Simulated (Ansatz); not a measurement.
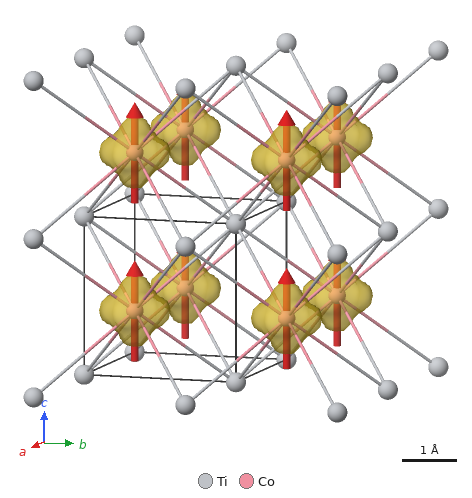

Figure. TiCo. Isosurface of the size of the magnetisation density at 0.3 e/Å³ (yellow), with the spin moments of the magnetic sites as arrows; seen slightly off an axis.

Space group Pm-3m; a structure from a database of computed crystals, not necessarily the ambient phase; started from the TiCo prototype, which need not be the ambient phase.

Theory: DFT PBE, spin-orbit coupling, plane waves, PAW (Ansatz 0.2.0).

The density is the valence pseudo-density of a PAW calculation; it isn't the true density close to the nuclei.

> How are the spin moments arranged, and how large are they?

Spin moments: Co 0.9 μB. There is one magnetic site in the cell, along [0 0 1] of the cell.
